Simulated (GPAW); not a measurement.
# Ga K-edge XANES of zinc-blende (GaAs)₁₋ₓ(GaP)ₓ at x = 1

What does the Ga K edge look like in zinc-blende (GaAs)₁₋ₓ(GaP)ₓ at x = 1?

Method: X-ray absorption from dipole matrix elements to empty bands, plane-wave PAW LDA, in GPAW 26.7.0.

**1. Set-up**

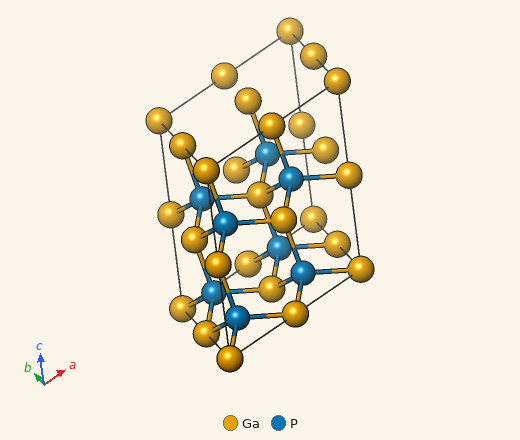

The starting structure, seen slightly off an axis (gallium orange, phosphorus blue). Bonds to atoms that aren't drawn are left out. Some periodic images of atoms are drawn too.

Structure file:

```cif
data_structure
_symmetry_space_group_name_H-M 'F-43m'
_symmetry_Int_Tables_number 216
_cell_length_a 5.4510
_cell_length_b 5.4510
_cell_length_c 5.4510
_cell_angle_alpha 90.000
_cell_angle_beta 90.000
_cell_angle_gamma 90.000
_cell_volume 161.97
loop_
_atom_site_label
_atom_site_type_symbol
_atom_site_symmetry_multiplicity
_atom_site_Wyckoff_symbol
_atom_site_fract_x
_atom_site_fract_y
_atom_site_fract_z
_atom_site_occupancy
Ga1 Ga 4 a 0.00000 0.00000 0.00000 1
P1 P 4 c 0.25000 0.75000 0.75000 1
```

**2. The field without a hole**

A plain self-consistent run shows whether there is a gap, which decides the set-up of the core-hole run.

File scf.py:

```python
import numpy as np
from ase import Atoms
from ase.parallel import parprint, paropen
from gpaw import GPAW, PW, FermiDirac, Mixer, MixerDif, setup_paths
from gpaw.test import gen
setup_paths.insert(0, '.')
gen('Ga', name='nch1s', xcname='LDA', corehole=(1, 0, 0), write_xml=True)
from gpaw.mpi import world
world.barrier()

atoms = Atoms('GaPGaPGaPGaPGaPGaPGaPGaP',
    cell=[[0, 5.451, 5.451],
     [5.451, 0, 5.451],
     [5.451, 5.451, 0]],
    scaled_positions=[[0, 0, 0],
     [0.125, 0.125, 0.125],
     [0, 0, 0.5],
     [0.125, 0.125, 0.625],
     [0, 0.5, 0],
     [0.125, 0.625, 0.125],
     [0, 0.5, 0.5],
     [0.125, 0.625, 0.625],
     [0.5, 0, 0],
     [0.625, 0.125, 0.125],
     [0.5, 0, 0.5],
     [0.625, 0.125, 0.625],
     [0.5, 0.5, 0],
     [0.625, 0.625, 0.125],
     [0.5, 0.5, 0.5],
     [0.625, 0.625, 0.625]],
    pbc=True)
atoms.calc = calc = GPAW(legacy_gpaw=True, mode=PW(400, force_complex_dtype=True), xc='LDA', setups={0: 'nch1s'},
    kpts={'size': (4, 4, 4), 'gamma': True}, occupations=FermiDirac(0.05),
    charge=0, mixer=Mixer(0.1, 5, 50), maxiter=150,
    convergence={'density': 0.0001, 'eigenstates': 1e-6}, txt='scf.txt')
energy = atoms.get_potential_energy() + calc.get_reference_energy()
ef = calc.get_fermi_level()
out = dict(energy=energy, fermi=ef, forces=atoms.get_forces().tolist())
parprint(f'all-electron energy {energy:.4f} eV, Fermi level {ef:.4f} eV')
ev = np.array([[calc.get_eigenvalues(k, s) for k in range(len(calc.get_ibz_k_points()))] for s in range(calc.get_number_of_spins())])
out['homo'], out['lumo'], out['counts'] = ev[ev < ef].max(), ev[ev > ef].min(), sorted(set((ev < ef).sum((0, 2)).tolist()))
out['filled'] = (ev[:, 0] < ef).sum(1).tolist()
import json
with paropen('out.json', 'w') as f:
    json.dump(out, f)
```

Run with:

```
$ OMP_NUM_THREADS=1 mpirun -n 4 gpaw python scf.py
```

Numbers of over 12 decimals in the logs are rounded to 6 here.

The program printed:

```text
Input parameters:
  convergence: {density: 0.0001,
                eigenstates: 1e-06}
  kpts: {gamma: True,
         size: (4, 4, 4)}
  maxiter: 150
  mixer: {backend: pulay,
          beta: 0.1,
          method: separate,
          nmaxold: 5,
          weight: 50}
  mode: {ecut: 400.0,
         force_complex_dtype: True,
         name: pw}
  occupations: {fixmagmom: False,
                name: fermi-dirac,
                width: 0.05}
  setups: {0: nch1s}

Initialize ...

[... PAW data sets ...]

Reference energy: -496645.295276  # eV

Spin-paired calculation

[... convergence settings ...]
Symmetries present (total): 24
  [... symmetry matrices ...]

64 k-points: 4 x 4 x 4 Monkhorst-Pack grid + [1/8,1/8,1/8]
8 k-points in the irreducible part of the Brillouin zone
       k-points in crystal coordinates                weights
   0:     0.00000000    0.00000000    0.00000000          1/64
   1:     0.25000000    0.25000000    0.00000000          6/64
   2:     0.25000000    0.25000000    0.25000000          8/64
   3:     0.50000000    0.25000000   -0.25000000          6/64
   4:     0.50000000    0.25000000    0.25000000         12/64
   5:     0.50000000    0.50000000    0.00000000          3/64
   6:     0.50000000    0.50000000    0.25000000         24/64
   7:     0.50000000    0.50000000    0.50000000          4/64

Wave functions: Plane wave expansion
  Cutoff energy: 400.000 eV
  Number of coefficients (min, max): 5862, 5961
  Pulay-stress correction: 0.000000 eV/Ang^3 (de/decut=0.000000)
  Using FFTW library
  Wavefunction extrapolation:
    Improved wavefunction reuse through dual PAW basis

Occupation numbers: Fermi-Dirac:
  width: 0.0500  # eV

Eigensolver
   Davidson(niter=2)

Densities:
  Coarse grid: 36*36*36 grid
  Fine grid: 72*72*72 grid
  Total Charge: 0.000000

Density mixing:
  Method: separate
  Backend: pulay
  Linear mixing parameter: 0.1
  old densities: 5
  Width of damping distribution: 1.1
  Damping of long wavelength oscillations: 50

[... Hamiltonian set-up ...]
Number of atoms: 16
Number of atomic orbitals: 64
Number of bands in calculation: 43
Number of valence electrons: 64
Bands to converge: occupied

... initialized

Initializing position-dependent things.

Density initialized from atomic densities
Creating initial wave functions:
  43 bands from LCAO basis set

                             P
                    P
                        Ga
                      P
                Ga
             P    Ga       P

         Ga       P    Ga
                    P
              Ga
            P
                Ga
       Ga

Atomic positions and initial magnetic moments

Positions:
   0 Ga     0.000000    0.000000    0.000000    ( 0.0000,  0.0000,  0.0000)
   1 P      1.362750    1.362750    1.362750    ( 0.0000,  0.0000,  0.0000)
   2 Ga     2.725500    2.725500    0.000000    ( 0.0000,  0.0000,  0.0000)
   3 P      4.088250    4.088250    1.362750    ( 0.0000,  0.0000,  0.0000)
   4 Ga     2.725500    0.000000    2.725500    ( 0.0000,  0.0000,  0.0000)
   5 P      4.088250    1.362750    4.088250    ( 0.0000,  0.0000,  0.0000)
   6 Ga     5.451000    2.725500    2.725500    ( 0.0000,  0.0000,  0.0000)
[...]
13 P      4.088250    4.088250    6.813750    ( 0.0000,  0.0000,  0.0000)
  14 Ga     5.451000    5.451000    5.451000    ( 0.0000,  0.0000,  0.0000)
  15 P      6.813750    6.813750    6.813750    ( 0.0000,  0.0000,  0.0000)

Unit cell:
           periodic     x           y           z      points  spacing
  1. axis:    yes    0.000000    5.451000    5.451000    36     0.1748
  2. axis:    yes    5.451000    0.000000    5.451000    36     0.1748
  3. axis:    yes    5.451000    5.451000    0.000000    36     0.1748

  Lengths:   7.708878   7.708878   7.708878
  Angles:   60.000000  60.000000  60.000000

Effective grid spacing dv^(1/3) = 0.1908

iter:   1   -84.482547
iter:   2   -84.009585   -1.59  -0.82
iter:   3   -83.017151   -1.41  -0.88
iter:   4   -82.946350   -2.91  -1.34
iter:   5   -82.942651   -2.17  -1.42
iter:   6   -82.903371   -2.65  -1.75
iter:   7   -82.910599   -3.41  -1.97
iter:   8   -82.882685c  -3.30  -1.91
iter:   9   -82.882778c  -4.37  -2.98
iter:  10   -82.883144c  -4.67  -3.38
iter:  11   -82.882812c  -5.36  -2.88
iter:  12   -82.882930c  -5.81  -3.70
iter:  13   -82.882808c  -5.47  -3.09
iter:  14   -82.882808c  -7.11c -3.98
iter:  15   -82.882808c  -8.03c -4.19c

Converged after 15 iterations.

Dipole moment: (-24.417144, -24.417144, -24.417144) |e|*Ang

Energy contributions relative to reference atoms: (reference = -496645.295276)

Kinetic:       +193.476653
Potential:     -171.275258
External:        +0.000000
XC:            -105.173452
Entropy (-ST):   -0.000000
Local:           +0.089249
SIC:             +0.000000
--------------------------
Free energy:    -82.882808
Extrapolated:   -82.882808

Showing only first 2 kpts
 Kpt  Band  Eigenvalues  Occupancy
  0    30      4.70764    2.00000
  0    31      4.70764    2.00000
  0    32      6.22218    0.00000
  0    33      6.22218    0.00000

  1    30      4.04996    2.00000
  1    31      4.04996    2.00000
  1    32      6.22855    0.00000
  1    33      7.11609    0.00000

Fermi level: 5.43524

Gap: 1.515 eV
Transition (v -> c):
  (s=0, k=0, n=31, [0.00, 0.00, 0.00]) -> (s=0, k=0, n=32, [0.00, 0.00, 0.00])
No difference between direct/indirect transitions

Forces in eV/Ang:
  0 Ga   -0.00000   -0.00000    0.00000
  1 P    -0.00018   -0.00018   -0.00018
  2 Ga    0.00000   -0.00000    0.00001
  3 P     0.00018    0.00018   -0.00018
  4 Ga    0.00000    0.00001    0.00000
  5 P     0.00018   -0.00018    0.00018
  6 Ga   -0.00001    0.00000    0.00000
[...]
13 P     0.00018    0.00018   -0.00018
 14 Ga    0.00000    0.00000    0.00000
 15 P    -0.00018   -0.00018   -0.00018
Scalar-relativistic atomic LDA calculation for Ga (Gallium, Z=31)
Core hole in 1s state (1s occupation: 2.0)
600 radial gridpoints.
|------------------------------------------------|
|------------------------------------------------|
[... the atom generator's iteration count ...]

Energy contributions:
-------------------------
Kinetic:    +1972.184799
XC:           -72.597836
Potential:  -3840.247246
-------------------------
Total:      -1940.660283

state      eigenvalue         ekin         rmax
-----------------------------------------------
1s^2.0 :  -375.030000   481.718074        0.032
2s^2.0 :   -46.288952    91.904266        0.183
2p^6.0 :   -40.360200    89.727351        0.146
3s^2.0 :    -5.415739    20.699600        0.565
3p^6.0 :    -3.626001    18.420027        0.567
3d^10.0:    -0.713236    12.977628        0.531
4s^2.0 :    -0.336865     1.972734        1.883
4p^1.0 :    -0.100461     0.934904        2.519
-----------------------------------------------
(units: Bohr and Hartree)

Generating PAW setup
Kinetic energy of the core from tauc = 1987.570136198629
Cutoffs:
rc(s)=2.200
rc(p)=2.200
rc(d)=2.200
rc(vbar)=1.980
rc(comp)=2.200
rc(nct)=2.200

Kinetic energy of the core states: 1967.304428
Charge: 0.0
Core electrons: 28.0
Valence electrons: 3.0
Pseudo-core charge: 1.942142
Shape function alpha=2.066
Pseudo-electron charge 5.235165
state    eigenvalue         norm
--------------------------------
4s(2) :    -0.336865     1.140380
*s    :     0.663135
4p(1) :    -0.100461     1.012264
*p    :     0.899539
*d    :     0.000000
--------------------------------

Diagonalizing with gridspacing h=0.050

state   all-electron     PAW
-------------------------------
4s:      -0.336865    -0.337024
4p:      -0.100461    -0.100552
*d:                    0.030615
*f:                    0.065359
-------------------------------
all-electron energy -496728.1781 eV, Fermi level 5.4352 eV
```

Wall time 18 s (4 MPI ranks of Intel Xeon at 2.60GHz (Ice Lake), shared host); peak memory 0.29 GiB.

The mesh shows a gap of 1.51 eV. The excited electron is kept all the same, so that all members of the series, with or without a gap, are treated alike.

**3. Cell without a hole, the energy reference**

The photon energy needs a difference of total energies, so the cell and mesh of the coming hole run are first run without a hole.

Edit scf.py of step 2 so:

```diff
@@ -32,3 +32,3 @@
 atoms.calc = calc = GPAW(legacy_gpaw=True, mode=PW(400, force_complex_dtype=True), xc='LDA', setups={0: 'nch1s'},
-    kpts={'size': (4, 4, 4), 'gamma': True}, occupations=FermiDirac(0.05),
+    kpts={'size': (3, 3, 3), 'gamma': True}, occupations=FermiDirac(0.02),
     charge=0, mixer=Mixer(0.1, 5, 50), maxiter=150,
```

The program printed:

```text
Input parameters:
  convergence: {density: 0.0001,
                eigenstates: 1e-06}
  kpts: {gamma: True,
         size: (3, 3, 3)}
  maxiter: 150
  mixer: {backend: pulay,
          beta: 0.1,
          method: separate,
          nmaxold: 5,
          weight: 50}
  mode: {ecut: 400.0,
         force_complex_dtype: True,
         name: pw}
  occupations: {fixmagmom: False,
                name: fermi-dirac,
[...]
4s(2) :    -0.336865     1.140380
*s    :     0.663135
4p(1) :    -0.100461     1.012264
*p    :     0.899539
*d    :     0.000000
--------------------------------

Diagonalizing with gridspacing h=0.050

state   all-electron     PAW
-------------------------------
4s:      -0.336865    -0.337024
4p:      -0.100461    -0.100552
*d:                    0.030615
*f:                    0.065359
-------------------------------
all-electron energy -496728.0557 eV, Fermi level 5.2194 eV
[key lines of the parts left out:]
Converged after 15 iterations.
Dipole moment: (-24.383076, -24.383076, -24.383076) |e|*Ang
Free energy:    -82.760467
Fermi level: 5.21938
```

Run time: 13 s. Hardware: 4 MPI ranks; peak memory 0.28 GiB; 49 s of CPU time.

Reference energy: -496728.056 eV with the cores included.

[end of part 1 of 2]

[Banner, clock and machine lines of the logs are left out without a mark of their own.]

[Logs are printed without paths, hosts, clocks, repeated set-up lines and the standing remarks that a program may print on its own settings, such as how far it seeks lower states.]

[Hosts, paths, dates, database ids (printed as entryN), source tags and the programs' standing remarks are cut or masked in the printed files.]

[Lists of maxima count a maximum above −3 eV only where it reaches 4 % of the highest in the window and stands out from its surroundings by 2 % of it (1.5 % where it reaches 55 %); shoulders and weaker maxima are passed over, and of the rest the first, up to two pre-edge ones and the few strongest are named.]
